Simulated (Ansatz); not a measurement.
## Electronic structure of C9O (slab) in real space

Input file:

```
crystal:
  lattice:
    - [2.4649796696, 0.0, 0.0]
    - [-1.2324898348, 2.1347350137, 0.0]
    - [0.0, 0.0, 30.2576501055]
  atoms:
    - { symbol: C, position: [0.0, 0.0, 0.2809206996] }
    - { symbol: C, position: [0.6666666667, 0.3333333333, 0.2809206918] }
    - { symbol: C, position: [0.0, 0.0, 0.3922716013] }
    - { symbol: C, position: [0.3333333333, 0.6666666667, 0.3922715935] }
    - { symbol: C, position: [0.0, 0.0, 0.503622503] }
    - { symbol: C, position: [0.6666666667, 0.3333333333, 0.5036224952] }
    - { symbol: C, position: [0.0, 0.0, 0.6149734048] }
    - { symbol: C, position: [0.3333333333, 0.6666666667, 0.614973397] }
    - { symbol: C, position: [0.6666666667, 0.3333333333, 0.6374470601] }
    - { symbol: O, position: [0.6666666667, 0.3333333333, 0.6754539773] }
basis:
  ecutwfc: 420
kpoints:
  mp_grid: { grid: [12, 12, 1] }
hamiltonian:
  xc: pbe
  dispersion: d3bj
scf:
  occupations: { method: gaussian, width: 0.1 }
output:
  forces: true
  eigenvalues: true
  write_density: true
  write_potential: true
  elf: true
  volumetric_format: npy
relax:
  adjacent_minimum: "off"
  f_tol: 0.03
  max_steps: 70
  constraints: [{ sites: [0, 1, 2, 3] }]
efield:
  axis: 3
  dipole_correction: true
  ramp_width: 0.04
```

Command:

```sh
ansatz run input.yaml --threads 2 --pin off --max-ram 5120MiB --backend cpu --events-out ev --progress --plain --runs-dir out
```

The fields are those of the run's last geometry, not of the input's.

The SCF solution may not be the lowest one.

Level of theory: Ansatz 0.2.0, DFT PBE+D3(BJ), scalar-relativistic, plane waves, PAW.

Core electrons are frozen (PAW), and the valence fields are smoothed inside the atomic spheres.

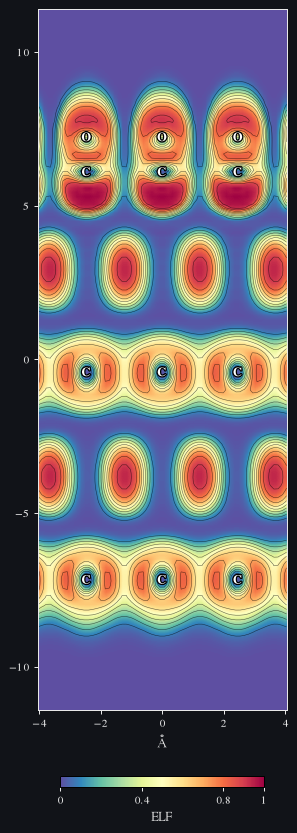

Figure 1. ELF on the (100) plane of the calculation cell, a cut from vacuum to vacuum.

What do the fields say about this system?

Answer. The section cuts through C and O sites. Atoms just off the plane (C, 0.7 Å away) can leave unmarked features too. C–O (1.13 Å): the ELF peaks at about 0.85 between the atoms. The ELF also peaks beside O, away from the bonds: lone-pair regions.

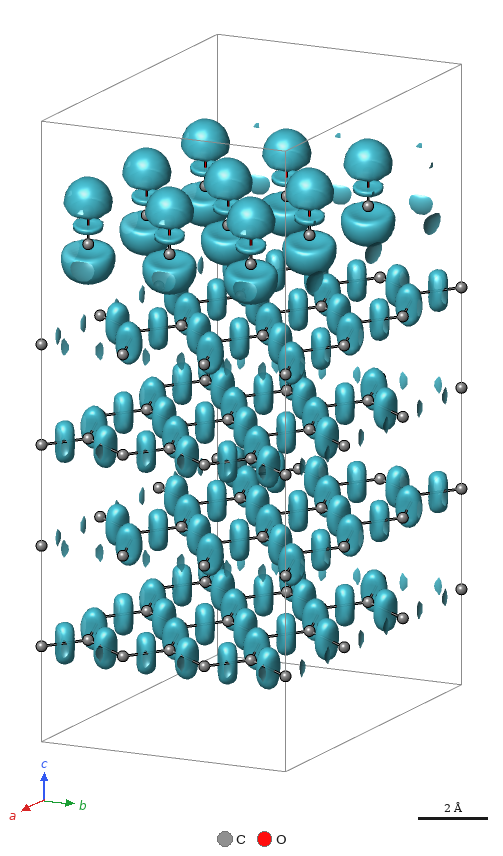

Figure 2. Isosurface of the ELF at 0.8 (cyan), seen at an oblique angle. Only the valence region is drawn (cores and ρ < 0.01 e/Å³ removed). Sticks mark near contacts.

Identify the bonds, lone pairs and shells in this picture.

Answer. The surface consists of twelve regions between bonded C–C atoms, one region between bonded C–O atoms, one lobe on C, pointing away from the bonds (lone pairs) and one lobe on O, pointing away from the bonds (lone pairs, which may merge into one lobe), counted in one cell of 10 atoms. Counts are for one cell; the picture repeats the cell along the surface. Profiles from the grid: C–C (1.42 Å): the ELF peaks at about 0.95 between the atoms.
